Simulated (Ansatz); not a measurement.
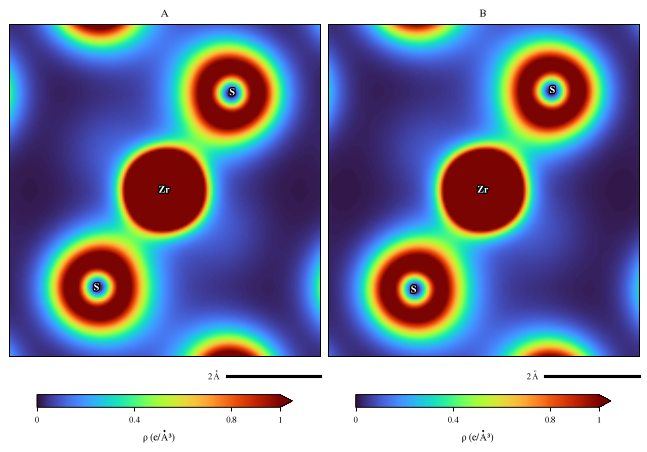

ZrS2. The valence pseudo-density of two cells that differ in size, on the (110) plane of each (indices in the axes of the calculation cell), at one length scale and on one colour scale: B has 23.6 Å³ an atom and A 22.0.

Theory: Ansatz, DFT, PBE, PAW with Ansatz's default frozen-core files, scalar-relativistic.

The density is the valence pseudo-density of a PAW calculation; it isn't the true density close to the nuclei.

The larger cell:

```
Zr S
1.0
     3.70119    0.00000    0.00000
    -1.85060    3.20533    0.00000
     0.00000    0.00000    5.96474
Zr S
1 2
Direct
  0.00000 0.00000 0.00000
  0.33333 0.66667 0.24920
  0.66667 0.33333 0.75080
```

The smaller cell: a = 3.618 Å, b = 3.618 Å, c = 5.830 Å, α = 90.00°, β = 90.00°, γ = 120.00°.

> What does the compression do to the bonding and the properties?

From the larger cell to the smaller, Zr–S goes from 2.60 to 2.54 Å, and the density at its midpoint from 0.41 to 0.45 e/Å³; the pressure goes from −2.4 to 4.1 GPa; the Kohn–Sham gap goes from 0.88 eV to 0.83 eV.
